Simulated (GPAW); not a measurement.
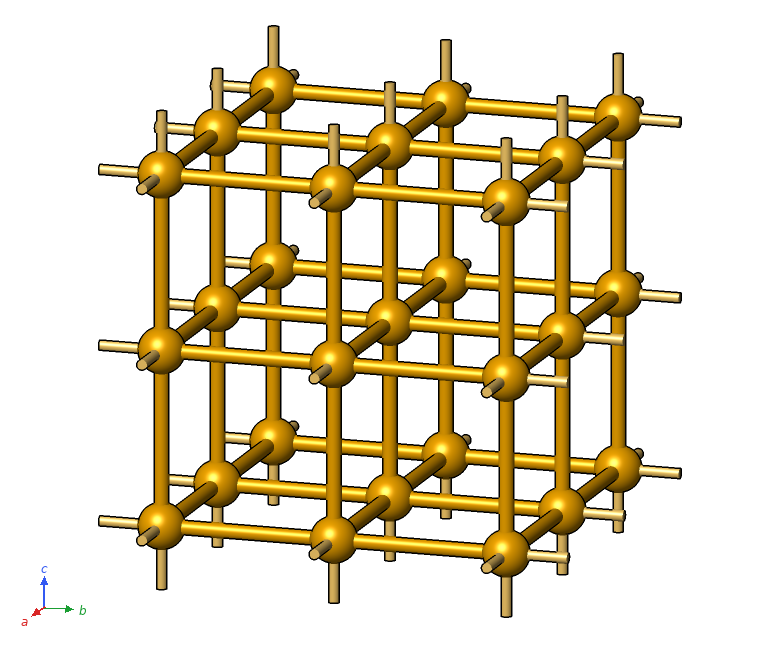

The picture shows a finite piece of the underlying net of a crystal structure, nodes on the atoms' positions. Nodes are coloured by topological kind. Short stubs are edges that leave the cut-out.

What net is this?

A uninodal 6-connected, three-periodic net. It is the pcu net, known from NaCl, ReO3 and the B-X framework of perovskite.

Give point symbol and coordination sequence.

4^12.6^3, sequence 6, 18, 38, 66, 102, 146.

The net was derived as follows. System CaO (space group Fm-3m, No. 225); source of the atomic positions: a cell listed in the Materials Project, as set up for an electronic-structure calculation. Bonds are taken as Ca–O below 2.7 Å; no other contact counts. The graph is simplified in the usual way: terminal and isolated atoms are pruned, two-connected atoms become edges. Ca and O are 6-connected nodes.
